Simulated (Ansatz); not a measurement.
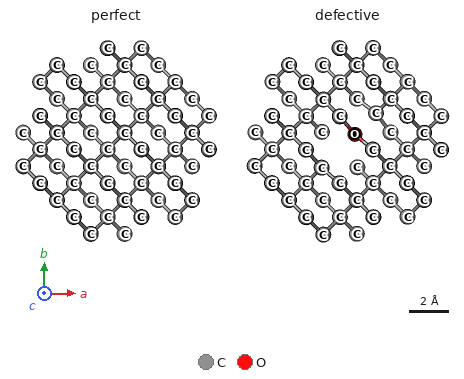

Left: perfect C. Right: the same region with a pair of point defects, after relaxing the atoms in a supercell of 64 sites. A ball-and-stick model of the atoms within 5.1 Å of one point, in a slice 3.4 Å thick across the line of sight, seen along the c axis.

The calculation used DFT, PBEsol, PAW, plane waves (Ansatz 0.2.0). (plane-wave cutoff 420 eV; k-point mesh 1 × 1 × 1; mesh shifted by (0.25, 0.25, 0.25); collinear spin) Fermi-Dirac smearing of 0.01 eV. A uniform background neutralises the charged cell. The axes drawn are those of the host's conventional cell.

> What kind of defect was made?

A carbon atom is taken out (a vacancy) and a carbon atom is replaced by oxygen, the two sites 1.5 Å apart.

The charge state of the cell is −1.

> What does the relaxation do around it?

Around the empty C site the host had 4 C at 1.54 Å; after relaxation the nearest atoms are 1 O at 1.59 Å, 3 C at 1.62 to 1.64 Å. In the host the C atom has 4 C at 1.54 Å; the O atom ends with 2 C at 1.43 Å. Of the host's atoms, a carbon atom moves furthest from its site, by 0.24 Å. The O atom itself moves 0.26 Å from where it was put. The cell's net moment is 3.00 μB.

Limits of the set-up: the periodic images lie only 7.1 Å apart, so the values are limited by the cell's size; the cell is charged, on a uniform background, and energies carry no finite-size correction.
